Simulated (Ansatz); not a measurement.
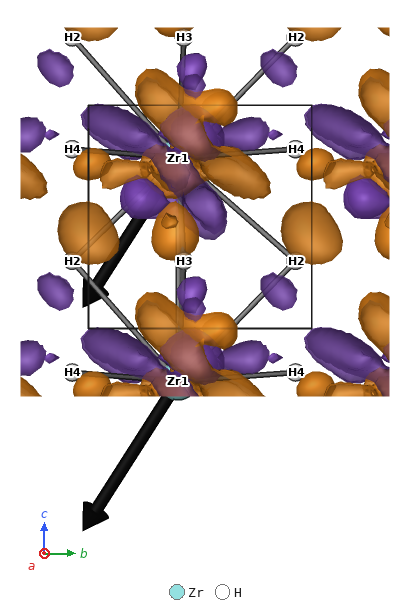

ZrH$_{3}$. Zr1 was moved by 0.15 Å roughly along [−1 −1 −2] in the axes of the cell drawn (arrow, not to scale). Change of the density less the rigid motion of the neutral atom's own density: orange surfaces at +0.015 and purple ones at −0.015 e/Å³, in the cell of the calculation (origin moved) seen along the a axis.

Space group Pm-3m; the calculation finds a residual pressure of about −3 GPa at this fixed cell. The cell comes from a database of computed structures, not from a measurement.

Theory: Ansatz 0.2.0, DFT PBEsol, scalar-relativistic, plane waves, PAW.

Core electrons are frozen (PAW), so the fields are smoothed inside the atomic spheres.

### Describe the electronic response.

About 0.12 e is rearranged in the cell. Outside the cores the largest gain lies at the edge of the masked cores of Zr and H, and the largest loss lies at the edge of the masked core of Zr.

### What restoring force does the calculation give for this move?

The force on it changes by 0.84 eV/Å along the move, against it: a stiffness of about 5.6 eV/Å² for this sublattice shift.
